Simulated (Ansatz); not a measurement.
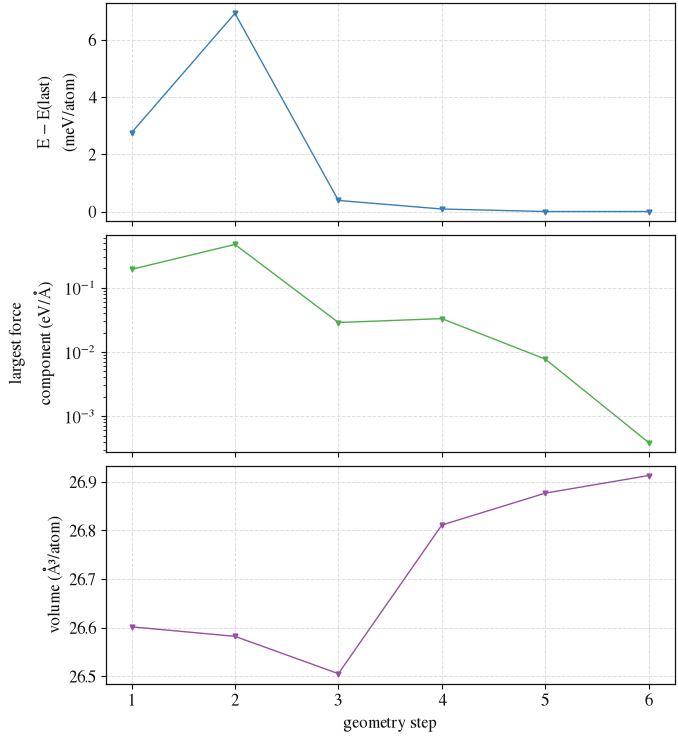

History of a geometry optimisation. Atoms and cell relax. A closing SCF on a freshly chosen basis isn't drawn.

```
crystal:
  lattice:
    - [1.918866, 3.323568, 0.0]
    - [-1.918866, 3.323568, 0.0]
    - [0.0, 0.0, 6.256775]
  atoms:
    - { symbol: Zr, position: [0.0, 0.0, 0.0] }
    - { symbol: Se, position: [0.3333, 0.3334, 0.25] }
    - { symbol: Se, position: [0.6667, 0.6666, 0.75] }
  symmetry: { tolerance: 0.0003 }
kpoints:
  mp_grid: { grid: [6, 6, 4], shift: [0, 0, 0] }
magnetization:
  spin_polarized: false
scf:
  occupations: { method: fermi_dirac, width: 0.0782 }
  lower_state_search: "off"
hamiltonian:
  pseudopotentials: { kind: paw }
  xc: r2scan
basis:
  ecutwfc: 500
  fft_grid_basis: typed
relax:
  max_steps: 40
  cell: { p_target: 0.0 }
  f_tol: 0.03
output:
  forces: true
  stress: true
  eigenvalues: true
  bader: true
  populations: true
  elf: true
  write_potential: true
  volumetric_format: npy
  dos:
    e_range: [-12, 8]
    de: 0.05
    projected: { site_lists: { Se: [Se], Zr: [Zr] } }
  write_density: true
checkpoint:
  read: saved_state
```

Run as:
```bash
ansatz run input.yaml --threads 2 --pin off --max-ram 2560MiB --backend cpu --events-out ev --progress --plain --runs-dir out
```

How did it end, and what did it gain?

Answer. The optimisation met its thresholds at geometry 6, counting the start as the first. The energy fell by about 2.8 meV/atom from the first step to the last. Step 2 went uphill and was rejected by the line search. The largest force component goes from about 0.19 eV/Å at the start to 4 × 10⁻⁴ eV/Å at the end, with a peak of 0.47 eV/Å at step 2.

Was the starting cell too large or too small?

Answer. The volume grows from 26.60 to 26.91 Å³ per atom (+1.2 %). The start was compressed.
